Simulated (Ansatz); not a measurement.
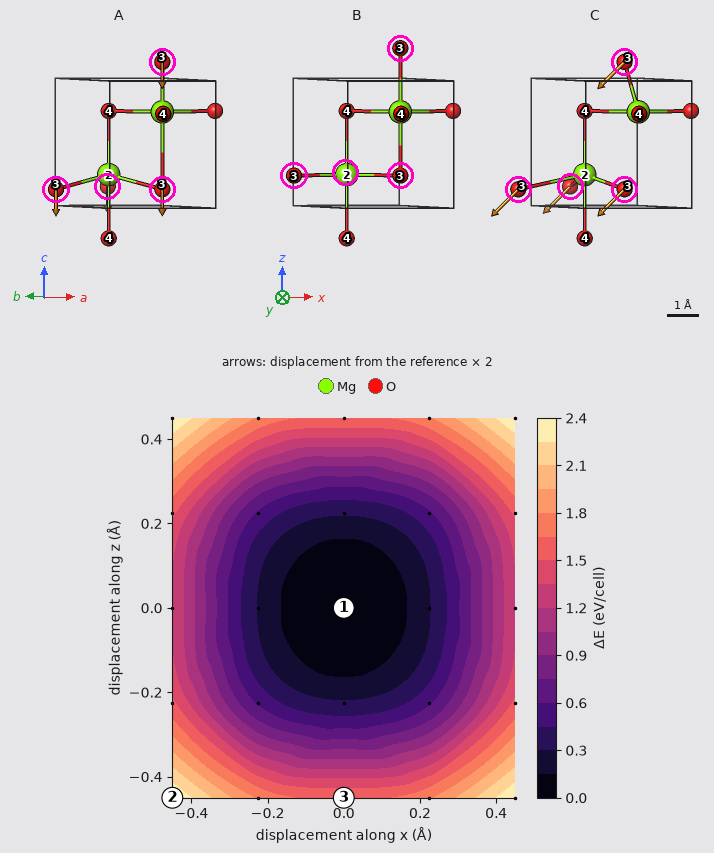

A scan of solid MgO (P6_3/mmc): an O atom (one in each cell of 4 atoms) is moved over the plane of the Cartesian directions x and z, all else fixed. The map is interpolated between the computed points (dots). The frames are shuffled; each belongs to one numbered point. The picture is a ball-and-stick view of the cell of the calculation, seen nearly along the normal of the scanned plane. The ringed atoms are those of the scanned coordinates. Orange arrows: displacements from the reference.

Computed with Ansatz 0.2.0, DFT PBE, scalar-relativistic, plane waves, PAW. Settings: plane-wave cutoff 420 eV; k-point mesh 6 × 6 × 6; occupations gaussian; smearing width 0.05 eV; no spin polarisation. Energies (free energies at the smearing named) are counted from the cell as listed in its source, which wasn't relaxed.

Which frame belongs to which numbered point?

Answer. Point 1 is frame B, at (0.000, 0.000) and 0.00 eV/cell; 2 is frame C, at (−0.450, −0.450) and 2.39 eV/cell; 3 is frame A, at (0.000, −0.450) and 1.63 eV/cell. In pairs of (displacement along x (Å); displacement along z (Å)): the lowest computed point lies at (0.000, 0.000) (0.00 eV/cell), the highest at (−0.450, −0.450), (−0.450, 0.450), (0.450, 0.450), (0.450, −0.450) (2.39 eV/cell).  Over the ranges scanned the energy rises by about as much along both axes.
